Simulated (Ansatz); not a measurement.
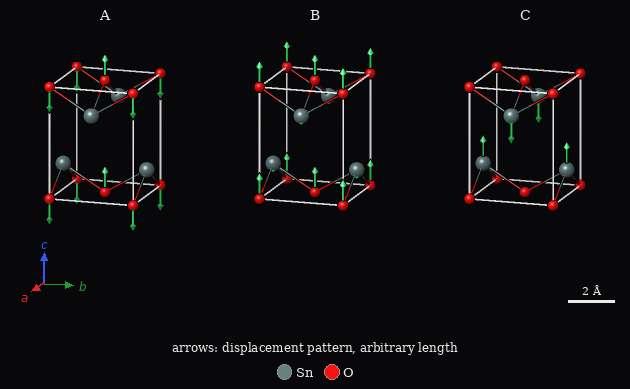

Modes of solid SnO, space group P4/nmm (No. 129), at the zone centre. The green arrows are the displacements of the atoms (eigenvector over the root of the mass), of arbitrary overall length and sign. A ball-and-stick model of the cell of the calculation, seen slightly off an axis.

These are results of DFT PBE, scalar-relativistic, plane waves, PAW (Ansatz 0.2.0), not measurements.

Frequencies are those without the non-analytic (LO–TO) term.

**Which are infrared-active and which Raman-active?**

A is B₁g, Raman-active by symmetry (326 cm⁻¹). B is A₂u, infrared-active by symmetry (370 cm⁻¹). C is A₁g, Raman-active by symmetry (200 cm⁻¹). The crystal has a centre of inversion, so no mode is both.

Limits of the set-up: layers or molecules are held without a dispersion correction, so their spacing is unreliable.
